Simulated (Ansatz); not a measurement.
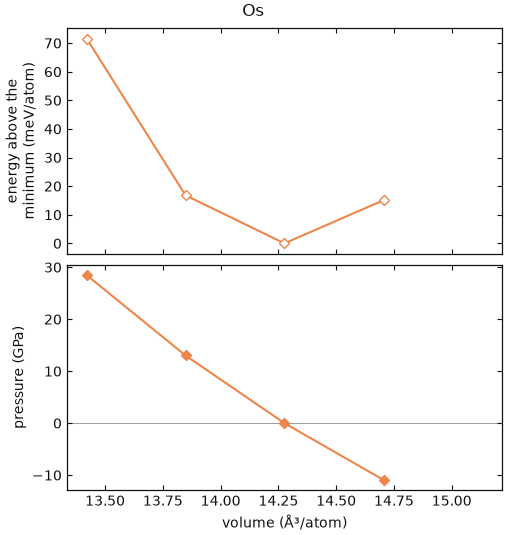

Plotted: energy above the minimum and pressure against volume for Os, space group P6_3/mmc (No. 194).

Cell as given: a = 2.753 Å, b = 2.753 Å, c = 4.351 Å, α = 90.00°, β = 90.00°, γ = 120.00°; 2 atoms.

Method: third-order Birch-Murnaghan fit to density functional energies at scaled volumes of the given relaxed cell, shape and atoms relaxed at each volume; energies count from the fitted minimum; plane waves with PAW datasets, Γ-centred k mesh (Ansatz 0.2.0). Level: PBE, no spin polarisation.

wave cutoff 420 eV; k mesh 18×18×10; occupations Gaussian; smearing width 0.1 eV.

The point at volume 15.133 Å³/atom is left out of the plot. What does the calculation give there?

```
volume (Å³/atom)  energy above the minimum (meV/atom)  pressure (GPa)
          15.133                                 57.0          -20.09
```
